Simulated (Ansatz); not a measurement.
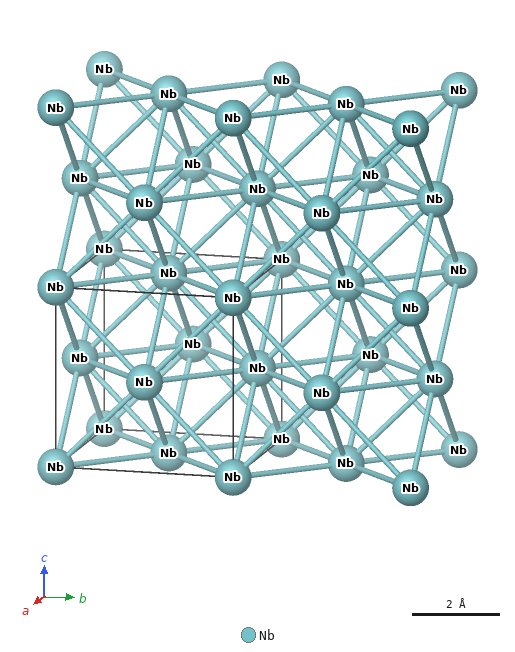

This is a symmetric starting cell of Nb. Style: ball-and-stick. Shown: the conventional cell (4 times the calculation's cell), repeated 1 × 2 × 2 with one cell outlined, slightly off an axis. Lengths and directions refer to the drawn axes.

The calculation used Ansatz 0.2.0, DFT PBEsol, scalar-relativistic, plane waves, PAW. Set-up: plane-wave cutoff 420 eV; k-point mesh 15 × 15 × 16; occupations gaussian; smearing width 0.1 eV; no spin polarisation.

Now this is done to it. The cell is strained by +15.5 % along [1 1 −1] and −2.5 % across it (volume +9.7 %), the atoms keeping their fractional coordinates. No relaxation follows. The starting cell wasn't computed here and needn't be at equilibrium, so pressure and forces aren't due to the change alone.

Input
```yaml
crystal:
  lattice:
    - [0.0, 2.061702, 2.061702]
    - [2.061702, 0.0, 2.061702]
    - [2.315502, 2.315502, -0.2538]
  atoms:
    - { symbol: Nb, position: [0.0, 0.0, 0.0] }
basis:
  ecutwfc: 420
kpoints:
  mp_grid: { grid: [15, 15, 16] }
hamiltonian:
  xc: pbesol
scf:
  occupations: { method: gaussian, width: 0.1 }
output:
  forces: true
  stress: true
  eigenvalues: true
  populations: true
```

### What does the calculation give for the changed structure?

The pressure is −17.9 GPa (not all of it need come from the change, since the unchanged cell can be under pressure at this level too). The principal stresses (compression positive) are −16.4 GPa along [1 1 2], −16.7 GPa along [1 −1 0], −20.4 GPa along [1 1 −1]. All forces vanish by symmetry. Near-neighbour distances before and after: Nb–Nb 2.991 → 2.916 to 3.284 Å. The space group (tolerance 0.01 Å) goes from Fm-3m (No. 225) to R-3m (No. 166).

The changed structure in the same view:

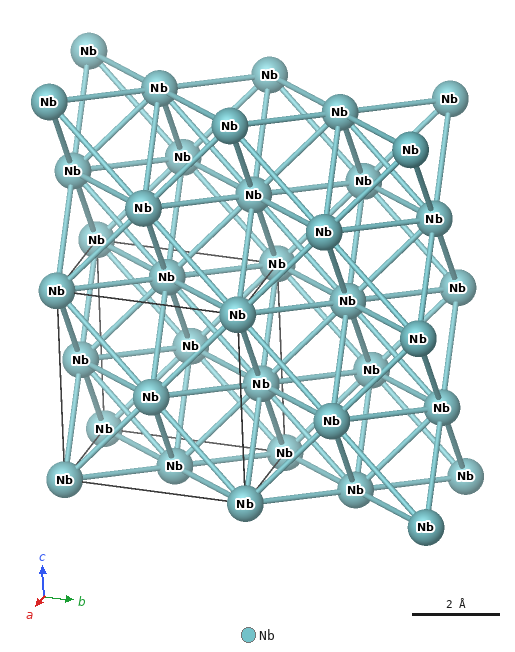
